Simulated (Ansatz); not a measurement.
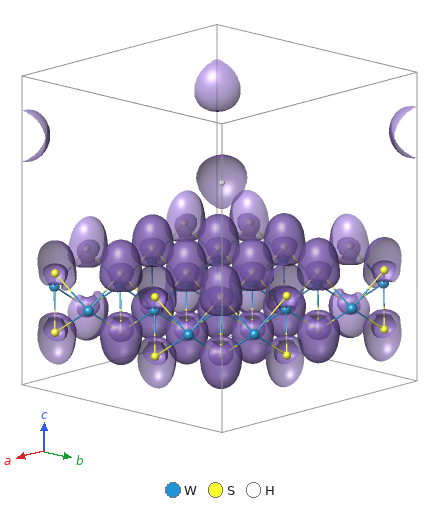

Figure. HW₁₂S₂₄ (cell charge +1, with a compensating background) (cell with a defect). Isosurface of the ELF at 0.75 (purple), seen at an oblique angle. Only the valence region is drawn (cores and ρ < 0.01 e/Å³ removed). Sticks mark near contacts.

All numbers below come from Ansatz, DFT PBE+D3(BJ), scalar-relativistic, plane waves, PAW.

```
W S H
1.0
     0.00000  -10.94558    0.00000
     9.47915    5.47279    0.00000
     0.00000    0.00000   16.93947
W S H
12 24 1
Direct
  0.66722 0.16639 0.00015
  0.33408 0.00000 0.00020
  0.50062 0.33281 0.00026
  0.16739 0.16648 0.00015
  0.83356 0.99974 0.00012
  0.66729 0.66635 0.00030
  0.33396 0.49974 0.00022
  0.00033 0.33291 0.00003
  0.50063 0.83300 0.00018
  0.16748 0.66674 0.00021
  0.83373 0.49980 0.00022
  0.00056 0.83309 0.00028
  0.83358 0.33308 0.90687
  0.50072 0.16646 0.90683
  0.66705 0.49964 0.90696
  0.33419 0.33311 0.90701
  0.00044 0.16610 0.90687
  0.83388 0.83298 0.90707
  0.50073 0.66639 0.90699
  0.16738 0.49995 0.90701
  0.66699 0.99978 0.90683
  0.33422 0.83339 0.90694
  0.00051 0.66647 0.90699
  0.16729 0.99978 0.90698
  0.83370 0.33296 0.09338
  0.50080 0.16638 0.09356
  0.66708 0.49954 0.09353
  0.33395 0.33303 0.09344
  0.00050 0.16634 0.09324
  0.83381 0.83334 0.09343
  0.50062 0.66645 0.09346
  0.16709 0.49963 0.09329
  0.66701 0.99972 0.09346
  0.33420 0.83335 0.09346
  0.00056 0.66642 0.09347
  0.16737 0.99989 0.09345
  0.98953 0.99066 0.50004
```

Question: Where are the electrons localised?

Answer: The surface consists of one region around a hydrogen nucleus and 24 regions wrapped around S (the valence shell of each), counted in one cell of 37 atoms. Counts are for one cell; the picture repeats the cell along the surface. Profiles from the grid: W–S (2.41 Å): the ELF peaks at about 0.85 in the valence shell of S, 0.8 Å from its nucleus, and is about 0.50 at the midpoint.

Question: Metal or insulator at this level of theory?

Answer: It is metallic or semimetallic at this level of theory: no gap opens.
